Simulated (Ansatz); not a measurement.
**TiO2: density, localisation and related maps**

The calculation's input:

```
crystal:
  lattice:
    - [0.0, 4.1972219452, 4.1972219452]
    - [4.1972219452, 0.0, 4.1972219452]
    - [4.1972219452, 4.1972219452, 0.0]
  atoms:
    - { symbol: Ti, position: [0.75, 0.75, 0.75] }
    - { symbol: Ti, position: [0.5, 0.5, 0.5] }
    - { symbol: O, position: [0.625, 0.625, 0.625] }
    - { symbol: O, position: [0.625, 0.625, 0.125] }
    - { symbol: O, position: [0.625, 0.125, 0.625] }
    - { symbol: O, position: [0.125, 0.625, 0.625] }
basis:
  ecutwfc: 420
kpoints:
  mp_grid: { grid: [6, 6, 6] }
hamiltonian:
  xc: pbe
scf:
  occupations: { method: fixed }
output:
  forces: true
  stress: true
  eigenvalues: true
  write_density: true
  write_potential: true
  elf: true
  volumetric_format: npy
relax:
  adjacent_minimum: "off"
  f_tol: 0.001
  max_steps: 60
  cell: { stress_tol: 0.01 }
```

Command:

```sh
ansatz run input.yaml --threads 1 --pin off --max-ram 2560MiB --backend cpu --events-out ev --progress --plain --runs-dir out
```

Below, planes, directions and counts refer to the conventional cell (a = 8.39 Å, b = 8.39 Å, c = 8.39 Å, α = 90.00°, β = 90.00°, γ = 90.00°).

The fields are those of the relaxed geometry.

Space group Fd-3m; a structure generated by program, which may or may not match a known phase; computed without spin polarisation.

The calculation used DFT PBE, scalar-relativistic, plane waves, PAW (Ansatz).

In a PAW calculation such maps are meaningful between the atoms, not at the nuclei.

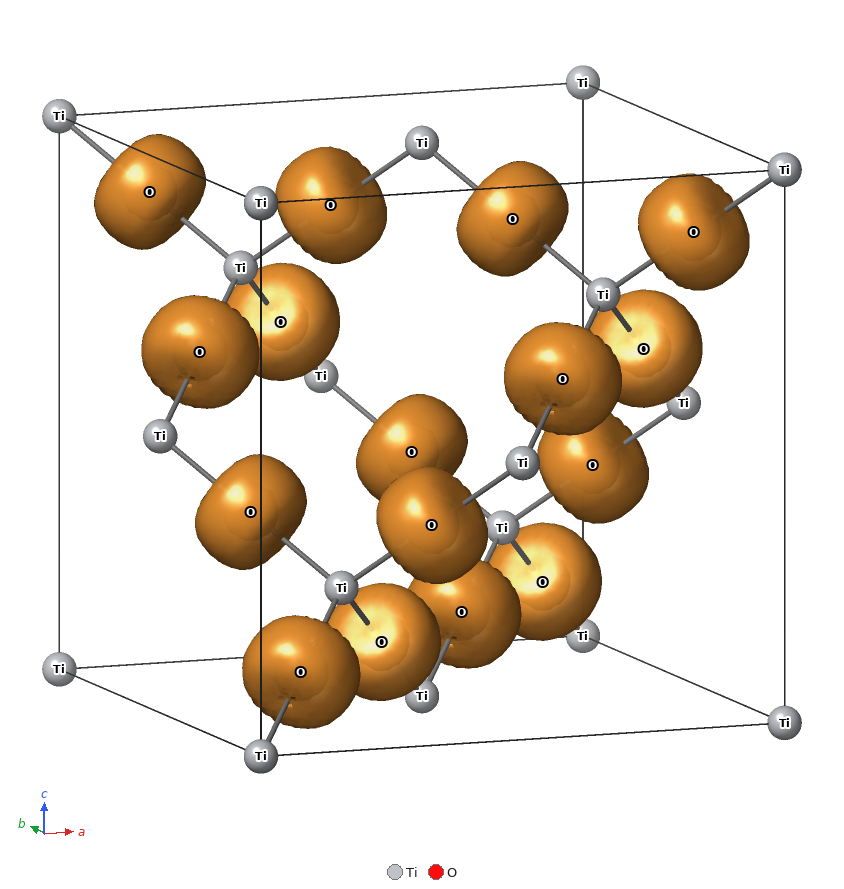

Figure 1. Isosurface of the ELF at 0.75 (orange), seen slightly off an axis. Core shells and regions of very low density are left out. Sticks mark near contacts.

> Identify the bonds, lone pairs and shells in this picture.

The surface consists of 16 regions wrapped around O (the valence shell of each), counted in one cell of 24 atoms. Regions shared between cells count once. Along the contacts the grid gives the following. Ti–O (1.82 Å): the ELF peaks at about 0.80 in the valence shell of O, 0.6 Å from its nucleus, and is about 0.25 at the midpoint: no shared electron pair shows on this line.

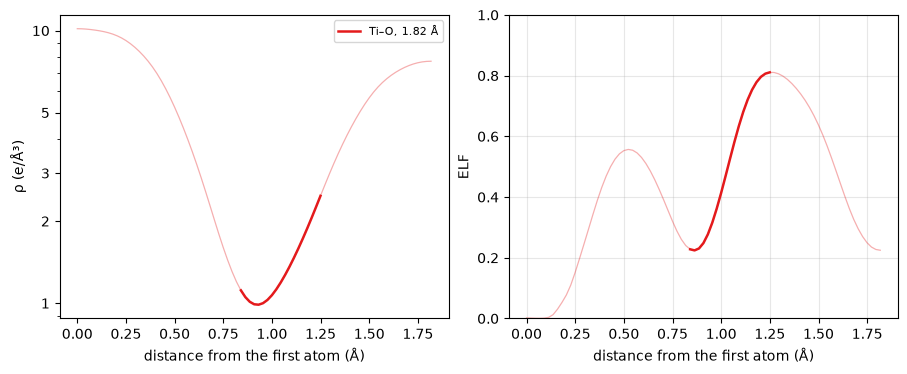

Figure 2. Valence pseudo-density and electron localisation function along straight lines between neighbouring atoms. Thin, pale parts lie inside the atomic spheres.

> What can be read from the curves?

Ti–O (1.82 Å): ρ is about 0.99 e/Å³ halfway; the ELF peaks at about 0.80 in the valence shell of O, 0.6 Å from its nucleus, and is about 0.25 at the midpoint (no shared electron pair shows on this line).

> Does the calculation give a band gap?

It is gapped, with a Kohn–Sham gap of 3.3 eV on the k-point mesh, an upper bound to the gap of this method.
